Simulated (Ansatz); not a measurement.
P: several calculations on one system

### Relaxation

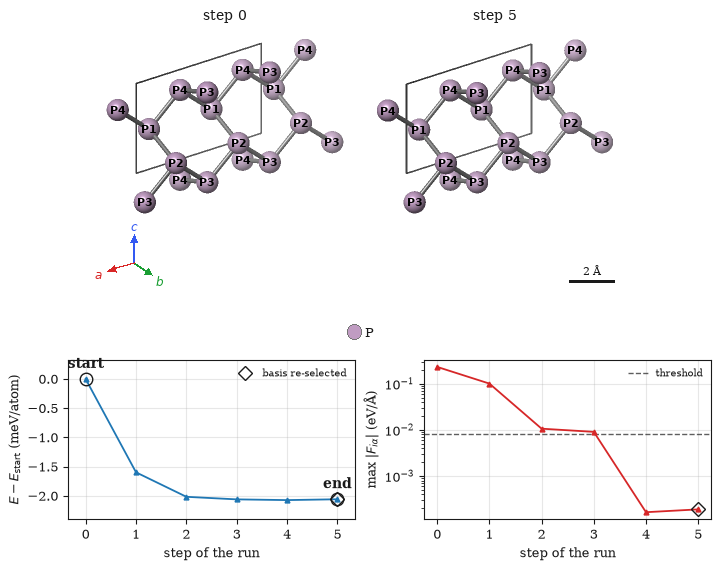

First and last geometry of a relaxation of solid P (set up in Pmna), with the history of the run. The picture is a ball-and-stick view of the 2 × 1 repeat of the cell, outlined in the plane, without the vacuum, seen from a free direction.

Case: biaxial strain in the a-b plane of +3.0 %; c and atoms relaxed.

All numbers below come from DFT PBE, scalar-relativistic, plane waves, PAW in Ansatz.

Input file:
```yaml
crystal:
  lattice:
    - [3.4022130975, 0.0, 0.0]
    - [0.0, 35.9088537013, 0.0]
    - [0.0, 0.0, 4.5515399909]
  atoms:
    - { symbol: P, position: [0.0, 0.970192499, 0.5879668096] }
    - { symbol: P, position: [0.0, 0.029807501, 0.4120331904] }
    - { symbol: P, position: [0.5, 0.029807501, 0.0879668096] }
    - { symbol: P, position: [0.5, 0.970192499, 0.9120331904] }
basis:
  ecutwfc: 420
kpoints:
  mp_grid: { grid: [8, 1, 6] }
hamiltonian:
  xc: pbe
scf:
  occupations: { method: gaussian, width: 0.02 }
output:
  forces: true
  stress: true
  eigenvalues: true
relax:
  adjacent_minimum: "off"
  f_tol: 0.008
  max_steps: 40
  cell: { stress_tol: 0.015, fix: [a, b, gamma] }
```

Launched with:
```bash
ansatz run input.yaml --threads 1 --pin off --max-ram 2560MiB --backend cpu --events-out ev --progress --plain --runs-dir out
```

Did the run converge, and what did it change?

It converged. The energy falls by 2.1 meV per atom in 4 accepted moves (5 points after the start). Largest force component: 0.23 eV/Å at the start, 0.00019 eV/Å at the end. The SCF was repeated once at an unchanged geometry on a basis and grid sized afresh for the cell, which shifted the energy by less than 0.05 meV per atom at most. The largest moves relative to the layer's centre, 0.015 Å, are those of P1, P2, P3 and P4. P3 goes at 23° to the normal (−b side). In the plane the drawn cell goes a 6.804 → 6.804 Å (0.0 %), c 4.552 → 4.520 Å (−0.7 %). Near-neighbour distances that change, for instance: P1–P2 2.286 → 2.254 Å. The space group stays Pmna (No. 53). Cost: 68 s on 1 thread of Arm Neoverse V1 (shared host), peak memory 0.6 GiB.

### Relaxation

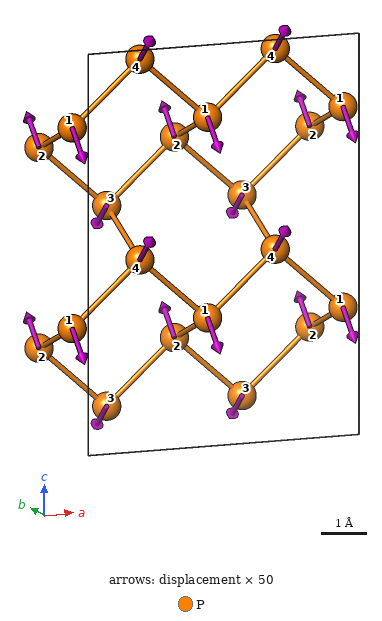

This is a relaxation of solid P (set up in Pmna). The starting structure is drawn; purple arrows show the displacements (the part carried along by the change of the cell is left out), 50 times their true length.

A ball-and-stick model of the 2 × 2 repeat of the cell, outlined in the plane, without the vacuum, seen slightly off an axis.

These are results of Ansatz 0.2.0, DFT PBE, scalar-relativistic, plane waves, PAW, not measurements.

The input:
```yaml
crystal:
  lattice:
    - [3.28372772, 0.0, 0.0]
    - [0.0, 34.85703099, 0.0]
    - [0.0, 0.0, 4.63208471]
  atoms:
    - { symbol: P, position: [0.0, 0.97026143, 0.59215072] }
    - { symbol: P, position: [0.0, 0.02973857, 0.40784928] }
    - { symbol: P, position: [0.5, 0.02973857, 0.09215072] }
    - { symbol: P, position: [0.5, 0.97026143, 0.90784928] }
basis:
  ecutwfc: 420
kpoints:
  mp_grid: { grid: [8, 1, 6] }
hamiltonian:
  xc: pbe
scf:
  occupations: { method: gaussian, width: 0.02 }
output:
  forces: true
  stress: true
  eigenvalues: true
relax:
  adjacent_minimum: "off"
  f_tol: 0.005
  max_steps: 80
  cell: { stress_tol: 0.05 }
```

Run as
```bash
ansatz run input.yaml --threads 1 --pin off --max-ram 2560MiB --backend cpu --events-out ev --progress --plain --runs-dir out
```

Question: Describe the change and its energy.

Answer: The largest moves relative to the cell and the layer's centre, 0.021 Å, are those of P1, P2, P3 and P4. P2 goes at 41° to the normal (+b side). In the plane the drawn cell goes a 6.567 → 6.606 Å (+0.6 %), c 9.264 → 9.270 Å (+0.1 %). Among the contacts that change: P1–P4 2.199 → 2.225 Å, P1–P2 2.242 → 2.262 Å. The space group stays Pmna (No. 53). The energy falls by 17.7 meV per cell of the calculation in 4 accepted moves (5 points after the start). Largest force component: 0.3 eV/Å at the start, 0.0024 eV/Å at the end. The SCF was repeated once at an unchanged geometry on a basis and grid sized afresh for the cell, which shifted the energy by 0.1 meV per cell of the calculation at most.

### A change

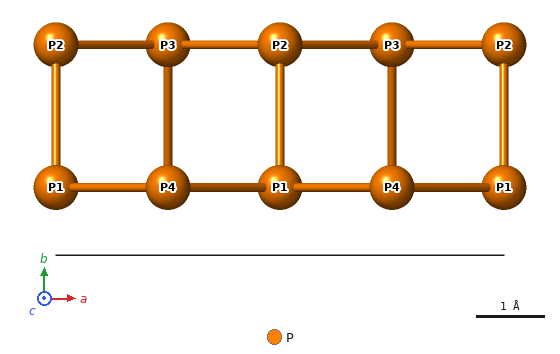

The starting point is a crystal of P (set up in Pmna). The picture is a ball-and-stick view of the 2 × 2 repeat of the cell, outlined in the plane, without the vacuum, seen along the c axis.

Computed with DFT PBE, scalar-relativistic, plane waves, PAW in Ansatz. Settings: plane-wave cutoff 420 eV; k-point mesh 8 × 1 × 6; occupations gaussian; smearing width 0.02 eV; no spin polarisation.

Change: Biaxial strain in the a–b plane, −4.5 %, is applied. The c axis and the atoms are relaxed.

Question: What is the effect?

Answer: In the plane the drawn cell goes a 6.606 → 6.309 Å (−4.5 %), c 9.270 → 9.505 Å (+2.5 %). The largest moves relative to the cell and the layer's centre, 0.007 Å, are those of P1, P2, P3 and P4. P1 goes at 72° to the normal (+b side). Some distances before and after: P–P 2.225 → 2.188 Å, P–P 2.262 → 2.270 Å. The space group stays Pmna (No. 53). Energy change: +25.1 meV per atom. Pressure: 0.0 GPa before, 0.5 GPa after. The principal stresses (compression positive) are 1.5 GPa within the plane and none across it.

Drawn alike, the variant:

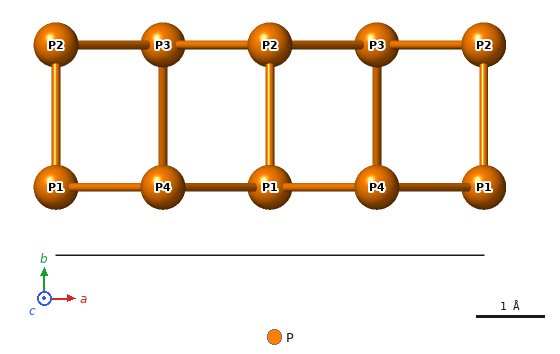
